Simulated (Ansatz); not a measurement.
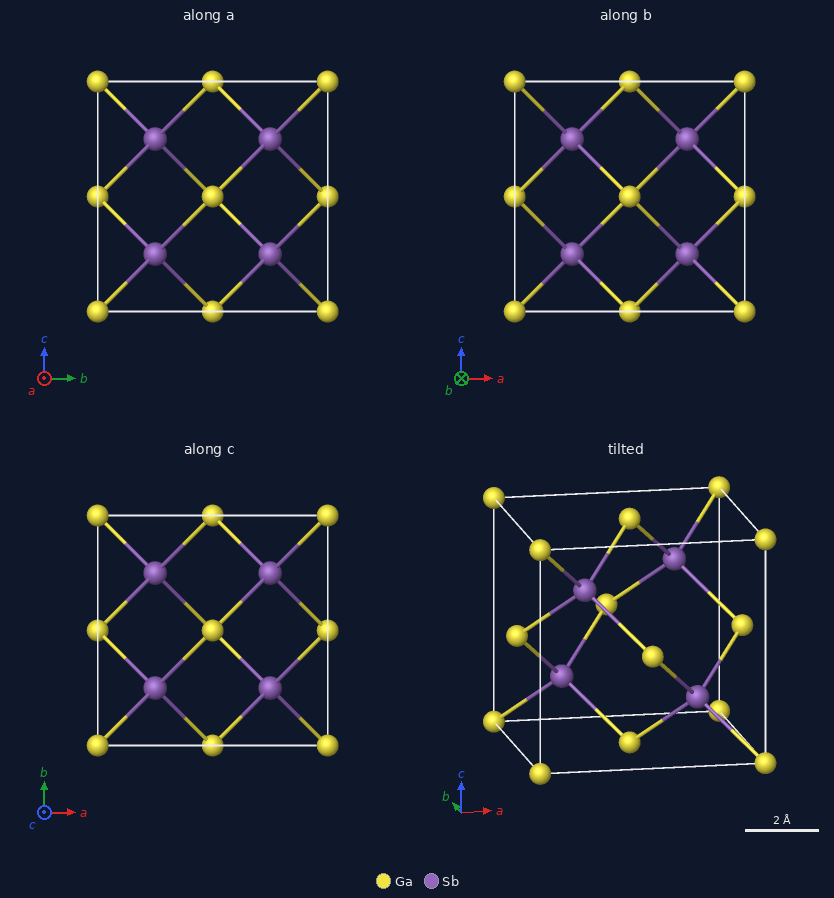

This ball-and-stick model is shown along the a axis, along the b axis, along the c axis and slightly off an axis. Thin lines show the conventional unit cell, with boundary atoms drawn in all their periodic places.

Lattice parameters: a = 6.3323 Å, b = 6.3323 Å, c = 6.3323 Å, α = 90.000°, β = 90.000°, γ = 90.000°.

> Give the structure in the form of a CIF in P1 with every atom of the cell.

```cif
data_structure
_symmetry_space_group_name_H-M 'P 1'
_symmetry_Int_Tables_number 1
_cell_length_a 6.3323
_cell_length_b 6.3323
_cell_length_c 6.3323
_cell_angle_alpha 90.000
_cell_angle_beta 90.000
_cell_angle_gamma 90.000
_cell_volume 253.91
loop_
_atom_site_label
_atom_site_type_symbol
_atom_site_fract_x
_atom_site_fract_y
_atom_site_fract_z
_atom_site_occupancy
Ga1 Ga 0.0000 0.0000 0.0000 1
Sb1 Sb 0.2500 0.2500 0.7500 1
Ga2 Ga 0.0000 0.5000 0.5000 1
Sb2 Sb 0.2500 0.7500 0.2500 1
Ga3 Ga 0.5000 0.0000 0.5000 1
Sb3 Sb 0.7500 0.2500 0.2500 1
Ga4 Ga 0.5000 0.5000 0.0000 1
Sb4 Sb 0.7500 0.7500 0.7500 1
```

Its origin is a structure type filled with these elements by a generator (whether the compound takes this form wasn't checked). The cell was then strained or its atoms displaced on purpose. It went into a calculation with Ansatz.
